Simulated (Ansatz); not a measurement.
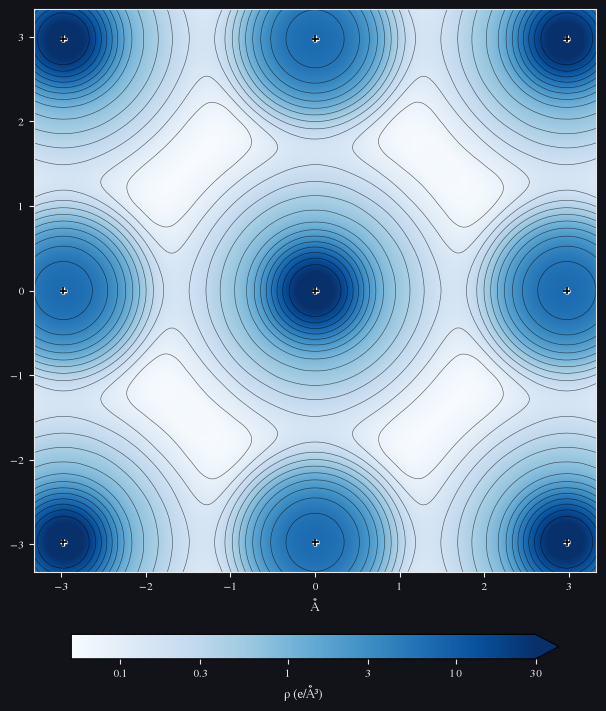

The valence charge density (pseudo) on a plane through atoms (crosses mark nuclei in the plane).

Level of theory: Ansatz, Kohn-Sham DFT of a periodic cell, PBE, Ansatz PAW.

Candidates:
A. CaSe, a = 5.95 Å, b = 5.95 Å, c = 5.95 Å, α = 90.00°, β = 90.00°, γ = 90.00°. Space group Fm-3m.
B. HfO₂, a = 5.02 Å, b = 5.08 Å, c = 5.28 Å, α = 90.00°, β = 99.17°, γ = 90.00°. Space group P2₁/c; not relaxed (largest force 0.6 eV/Å); computed pressure about 17 GPa in this cell.
C. Ge, a = 4.00 Å, b = 4.00 Å, c = 5.77 Å, α = 90.00°, β = 90.00°, γ = 90.00°. Space group I4₁/amd; computed pressure about 2 GPa in this cell.

Question: Which candidate gave the map?

Answer: Candidate A: CaSe on the (010) plane of the conventional cell, which holds Se and Ca. Ca–Se (2.98 Å): the density is about 0.18 e/Å³ at the midpoint, with its minimum of 0.16 e/Å³ about 1.3 Å from Ca.
